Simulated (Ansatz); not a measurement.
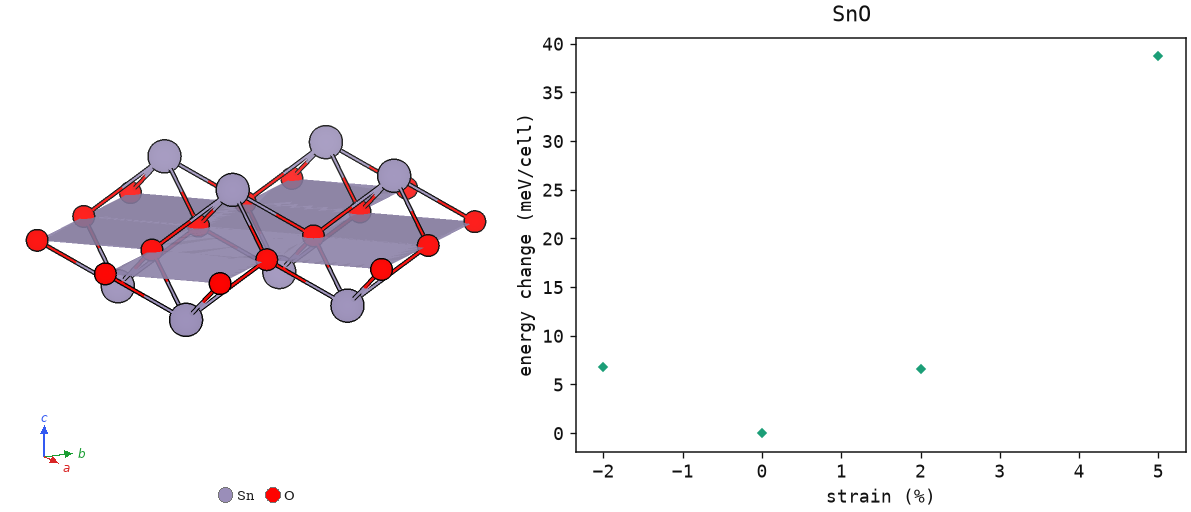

The plot gives the computed energy change against strain for SnO (a slab or sheet, periodic in two directions). The slab (repeated in the plane, vacuum cut away) is drawn beside the plot.

Structure:
```
CELL_PARAMETERS angstrom
3.82060 0.00000 0.00000
0.00000 3.82060 0.00000
0.00000 0.00000 30.63490
ATOMIC_POSITIONS crystal
Sn 0.75000 0.25000 0.46142
O 0.25000 0.25000 0.50000
O 0.75000 0.75000 0.50000
Sn 0.25000 0.75000 0.53858
```

Method: a free-standing sheet under strain in its plane, atoms relaxed at each strain, energy counts from the given unstrained cell, the sheet is isolated along c, plane waves with PAW datasets, Γ-centred k mesh (Ansatz 0.2.0). Level: PBE with D3(BJ), no spin polarisation.

wave cutoff 420 eV; k mesh 6×6×1; occupations Gaussian; smearing width 0.02 eV; boundary isolated; strain kind along y.

Q: Is the given structure stable along this path?

A: Yes: the energy rises on both sides of the starting structure, which is therefore a minimum along this path.

Keep in mind: structure snapped to symmetry; xc potential rough in thin density.
